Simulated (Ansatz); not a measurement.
## Sr: a changed input and its effect

System: Sr (Immm, 1 atom in the cell).
Method of run A: DFT PBEsol, scalar-relativistic, plane waves, PAW, no spin polarisation (Ansatz 0.2.0).

The structure derives from an entry of the Crystallography Open Database. Text and figures count atoms from 1; the logs count them from 0 in places.

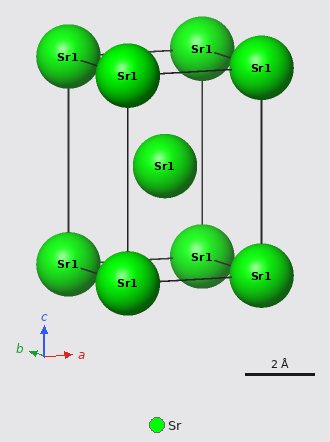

The structure as given in the input (spheres-only view of the cell 2 times as large as that of the calculation, set on its symmetry axes, seen slightly off an axis; atoms are numbered from 1 in the order of the input). An atom can appear more than once, as a periodic image.

The input, run A:
```yaml
crystal:
  lattice:
    - [-0.060847, 3.04235, 3.04235]
    - [3.04235, -0.060847, 3.04235]
    - [2.981503, 2.981503, 0.0]
  atoms:
    - { symbol: Sr, position: [0.0, 0.0, 0.0] }
basis:
  ecutwfc: 420
kpoints:
  mp_grid: { grid: [10, 10, 10] }
hamiltonian:
  xc: pbesol
scf:
  occupations: { method: gaussian, width: 0.03 }
output:
  forces: true
  stress: true
  eigenvalues: true
```

Launched with:
```bash
ansatz run input.yaml --threads 1 --pin off --max-ram 2560MiB --backend cpu --events-out ev --progress --plain --runs-dir out
```

Hardware: 1 thread of AMD EPYC (Zen 5), 32 GiB of memory available, shared host.

Output, shortened to warnings, some set-up lines, iterations and results (run A):
```
Basis set: ecut = 420 eV, 1095 PW (Γ), exchange–correlation on 60×60×60 points (8 copies of the dense FFT grid, shifted against one another)
Symmetry: 8 space group operations
k-points: 171 of 1000
Initial density: superposition of atomic densities (neutral atoms: chi_scale 0, normalization atom), corrected by the library's trained network
[...]
SCF iter   1: F=—  HF=-3492.196721 eV  |F-HF|=—  |Δ(HF+E_count)|=         —  Δρ=1.29e-3  dr2=8.71e-4  ethr=1.77e-3  ⟨swp⟩=7.4  Hψ=14050  notcnv=0
SCF iter   2: F=—  HF=-3492.197168 eV  |F-HF|=—  |Δ(HF+E_count)|=   4.47e-4  Δρ=6.34e-4  dr2=3.30e-4  ethr=8.71e-6  ⟨swp⟩=2.4  Hψ=4096  notcnv=0
SCF iter   3: F=—  HF=-3492.197142 eV  |F-HF|=—  |Δ(HF+E_count)|=   2.61e-5  Δρ=1.40e-4  dr2=1.31e-5  ethr=3.30e-6  ⟨swp⟩=1.1  Hψ=1559  notcnv=0
SCF iter   4: F=—  HF=-3492.197137 eV  |F-HF|=—  |Δ(HF+E_count)|=   5.19e-6  Δρ=4.33e-5  dr2=6.27e-7  ethr=1.31e-7  ⟨swp⟩=2.6  Hψ=2347  notcnv=0
SCF iter   5: F=-3492.197137 eV  HF=-3492.197137 eV  |F-HF|=6.72e-9  |Δ(HF+E_count)|=   1.94e-8  Δρ=7.17e-6  dr2=1.38e-8  ethr=6.27e-9  ⟨swp⟩=2.9  Hψ=2406  notcnv=0
SCF iter   6: F=-3492.197137 eV  HF=-3492.197137 eV  |F-HF|=4.56e-10  |Δ(HF+E_count)|=   4.73e-9  Δρ=1.42e-6  dr2=7.72e-10  ethr=1.38e-10  ⟨swp⟩=3.3  Hψ=6694  notcnv=0
SCF 1 converged in 6 iterations: F = -3492.197137 eV  dr2 = 7.72e-10
SCF converged after 6 iterations
Free energy (F): -3492.197137 eV
Harris-Foulkes:  -3492.197137 eV  (|F-HF|=4.56e-10)
Internal energy: -3492.196101 eV  (E = F + TS)
E sigma→0 (E₀):  -3492.196619 eV
Entropy (-TS):   -0.001036 eV (-1.036 meV/atom)
Fermi energy:    4.837713 eV
--- Per-component energies (eV) ---
  E_band       = -138.667163
  E_kinetic    = 241.050675
  E_local      = -778.727176  (includes V_loc(G=0)·N_el)
  E_nonlocal   = 204.285297
  E_hartree    = 197.377035
  E_xc         = -169.251997
  E_vxc        = -158.302501  (∫ρ·V_xc dr)
  E_paw        = -2644.570386  (= ΣΔE_a)
  E_vpaw       = -41.726886  (= ΣTr[D̂ρ^β])
  E_aug_tail   = -0.000001  (compensation charges beyond the density's cutoff)
  E_ewald      = -542.493897
  E_core_change = 0.134347  (= ΣΔE_core)
  E_smearing   = -0.001036  (= −TS)
  E_closure    = 0.000000  (closes the sum)
  Σ components = -3492.197137   (vs F -3492.197137, Δ=0.00e0)
--- Forces (eV/Å), atoms counted from 1 ---
  atom   1  Sr     0.00000000     0.00000000    -0.00000000
  max |Σ_I F_I| component: 3.08e-33 eV/Å
--- Stress (GPa, compression-positive) ---
       -0.869694       0.273636      -0.000000
        0.273636      -0.869694      -0.000000
       -0.000000      -0.000000      -0.871479
  P = ⅓ Tr σ = -0.8703 GPa (-8.703 kbar)
```

The input of run B differs as follows (lines with − go, lines with + come):
```diff
-    - [-0.060847, 3.04235, 3.04235]
-    - [3.04235, -0.060847, 3.04235]
-    - [2.981503, 2.981503, 0.0]
+    - [0.038029375, 3.04235, 3.04235]
+    - [3.04235, 0.038029375, 3.04235]
+    - [3.080379375, 3.080379375, 0.0]
+  write_density: true
+  write_potential: true
+  elf: true
+  volumetric_format: npy
```

Predict how the results change.

With the same functional and potentials, run B lies 1.0 meV per atom lower. The number of SCF iterations is the same. The plane waves at Γ go from 1095 to 1087.

Output, shortened to warnings, some set-up lines, iterations and results (run B):
```
Basis set: ecut = 420 eV, 1087 PW (Γ), exchange–correlation on 60×60×60 points (8 copies of the dense FFT grid, shifted against one another)
Symmetry: 8 space group operations
k-points: 171 of 1000
Initial density: superposition of atomic densities (neutral atoms: chi_scale 0, normalization atom), corrected by the library's trained network
[...]
SCF iter   1: F=—  HF=-3492.197621 eV  |F-HF|=—  |Δ(HF+E_count)|=         —  Δρ=1.27e-3  dr2=7.54e-4  ethr=1.77e-3  ⟨swp⟩=7.4  Hψ=14023  notcnv=0
SCF iter   2: F=—  HF=-3492.198111 eV  |F-HF|=—  |Δ(HF+E_count)|=   4.90e-4  Δρ=6.13e-4  dr2=2.74e-4  ethr=7.54e-6  ⟨swp⟩=2.5  Hψ=4174  notcnv=0
SCF iter   3: F=—  HF=-3492.198103 eV  |F-HF|=—  |Δ(HF+E_count)|=   8.90e-6  Δρ=1.43e-4  dr2=1.29e-5  ethr=2.74e-6  ⟨swp⟩=1.0  Hψ=1547  notcnv=0
SCF iter   4: F=—  HF=-3492.198098 eV  |F-HF|=—  |Δ(HF+E_count)|=   4.54e-6  Δρ=4.37e-5  dr2=6.64e-7  ethr=1.29e-7  ⟨swp⟩=2.6  Hψ=2389  notcnv=0
SCF iter   5: F=-3492.198098 eV  HF=-3492.198098 eV  |F-HF|=5.01e-9  |Δ(HF+E_count)|=   7.22e-8  Δρ=5.41e-6  dr2=1.09e-8  ethr=6.64e-9  ⟨swp⟩=2.9  Hψ=2405  notcnv=0
SCF iter   6: F=-3492.198098 eV  HF=-3492.198098 eV  |F-HF|=2.48e-10  |Δ(HF+E_count)|=   3.13e-9  Δρ=1.07e-6  dr2=4.41e-10  ethr=1.09e-10  ⟨swp⟩=6.8  Hψ=9508  notcnv=0
SCF 1 converged in 6 iterations: F = -3492.198098 eV  dr2 = 4.41e-10
SCF converged after 6 iterations
Free energy (F): -3492.198098 eV
Harris-Foulkes:  -3492.198098 eV  (|F-HF|=2.48e-10)
Internal energy: -3492.197120 eV  (E = F + TS)
E sigma→0 (E₀):  -3492.197609 eV
Entropy (-TS):   -0.000978 eV (-0.978 meV/atom)
Fermi energy:    4.841416 eV
--- Per-component energies (eV) ---
  E_band       = -138.662599
  E_kinetic    = 241.043946
  E_local      = -778.701288  (includes V_loc(G=0)·N_el)
  E_nonlocal   = 204.279311
  E_hartree    = 197.369948
  E_xc         = -169.249264
  E_vxc        = -158.299568  (∫ρ·V_xc dr)
  E_paw        = -2644.569497  (= ΣΔE_a)
  E_vpaw       = -41.724406  (= ΣTr[D̂ρ^β])
  E_aug_tail   = -0.000001  (compensation charges beyond the density's cutoff)
  E_ewald      = -542.504622
  E_core_change = 0.134347  (= ΣΔE_core)
  E_smearing   = -0.000978  (= −TS)
  E_closure    = -0.000000  (closes the sum)
  Σ components = -3492.198098   (vs F -3492.198098, Δ=0.00e0)
--- Forces (eV/Å), atoms counted from 1 ---
  atom   1  Sr     0.00000000     0.00000000     0.00000000
  max |Σ_I F_I| component: 3.85e-34 eV/Å
--- Stress (GPa, compression-positive) ---
       -0.909332      -0.124551      -0.000000
       -0.124551      -0.909332       0.000000
       -0.000000       0.000000      -0.866718
  P = ⅓ Tr σ = -0.8951 GPa (-8.951 kbar)
```

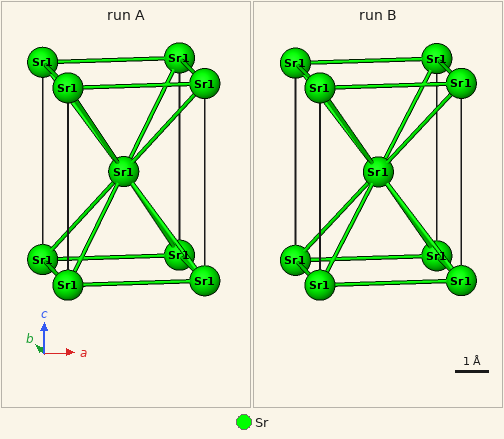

The two input geometries at one scale (ball-and-stick view of the cell 2 times as large as that of the calculation, set on its symmetry axes, seen slightly off an axis). The atoms keep their places relative to the cell (all moves are under 0.005 Å). The drawn cell changes at constant volume: a 4.216 → 4.356 Å (+3.3 %), b 4.389 → 4.249 Å (−3.2 %), c stays at 6.085 Å. Among the contacts that change: Sr1–Sr1 4.389 → 4.249 Å.

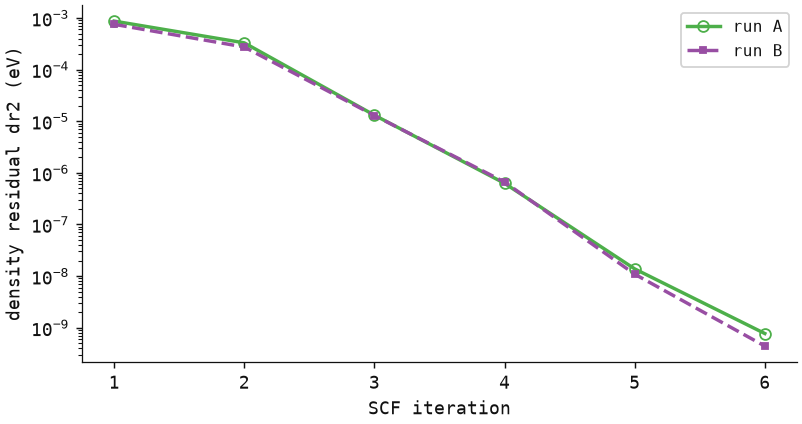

Convergence of the two runs: density residual dr2 against the SCF iteration. Run A takes 6 iterations in all, and run B takes 6.

The two runs side by side:

| quantity | run A | run B |
| --- | --- | --- |
| outcome | converged | converged |
| free energy per atom (eV) | −3492.1971 | −3492.1981 |
| energy per atom, smearing taken to zero (eV) | −3492.1966 | −3492.1976 |
| gap on the mesh (eV) | 0.00 | 0.00 |
| pressure (GPa) | −0.87 | −0.90 |
| volume per atom (Å³) | 56.30 | 56.31 |
| largest force (eV/Å) | 0.000 | 0.000 |
| SCF iterations | 6 | 6 |
| irreducible k-points | 171 | 171 |
| plane waves at Γ | 1095 | 1087 |
| wall time (shared host) | 1.5 s | 2 s |
